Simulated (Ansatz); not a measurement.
# Co: what the fields show

Input file:

```
crystal:
  lattice:
    - [-2.4922474725, 0.0, 0.0]
    - [0.0, 0.0, -4.0333870802]
    - [0.0, -4.3166992474, 0.0]
  atoms:
    - { symbol: Co, position: [0.5, 0.75, 0.1666666667], spin: 1.84 }
    - { symbol: Co, position: [0.0, 0.75, 0.6666666667], spin: 1.84 }
    - { symbol: Co, position: [0.0, 0.25, 0.3333333333], spin: 1.84 }
    - { symbol: Co, position: [0.5, 0.25, 0.8333333333], spin: 1.84 }
basis:
  ecutwfc: 420
kpoints:
  mp_grid: { grid: [14, 8, 8] }
hamiltonian:
  xc: pbe
scf:
  occupations: { method: gaussian, width: 0.15 }
output:
  forces: true
  stress: true
  eigenvalues: true
  populations: true
  write_density: true
  write_potential: true
  elf: true
  volumetric_format: npy
magnetization:
  spin_polarized: true
```

Command:

```sh
ansatz run input.yaml --threads 2 --pin off --max-ram 5120MiB --backend cpu --events-out ev --progress --plain --runs-dir out
```

Space group P6₃/mmc; spin-polarised.

Computed with Ansatz 0.2.0, DFT PBE, scalar-relativistic, plane waves, PAW.

Core electrons are frozen (PAW), and the valence fields are smoothed inside the atomic spheres.

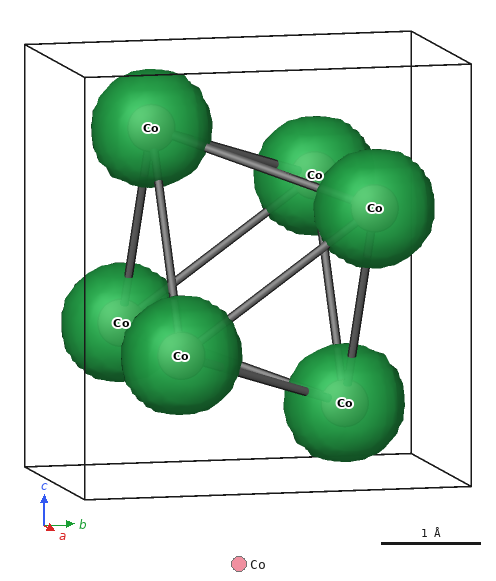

Figure 1. Isosurface of the spin density at +0.4 e/Å³ (green), seen slightly off an axis. Sticks mark near contacts.

Describe the spin distribution.

Answer. The spin density sits on Co: +1.7 μB (×4) in one cell of 4 atoms: parallel main moments (a ferromagnetic arrangement) in this solution. The cell of the calculation (4 atoms) carries 6.4 μB of net spin moment.

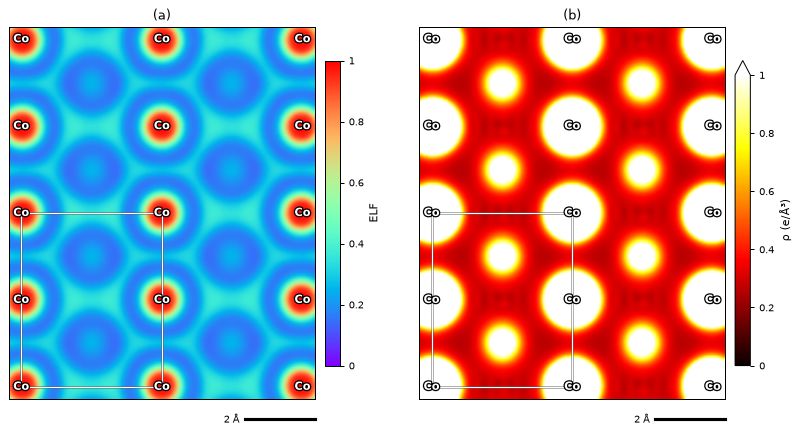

Figure 2. (a) electron localisation function; (b) valence charge density (pseudo) on the (101) plane of the calculation cell.

What do the fields say about this system?

Answer. The section cuts through Co sites.
Atoms just off the plane (Co, 0.7 Å away) can leave unmarked features too.
Co–Co (2.49 Å): ρ is about 0.34 e/Å³ halfway; the ELF is about 0.25 at the midpoint; no localised pair shows between them.
Between the atoms the lowest density in this plane is 0.26 e/Å³.
The features right at Co lie inside the PAW spheres, where the map follows smoothed inner orbitals and isn't to be read closely.

Does the calculation make it a metal, or give it a gap?

Answer. It is gapless in this calculation (a metal or semimetal).
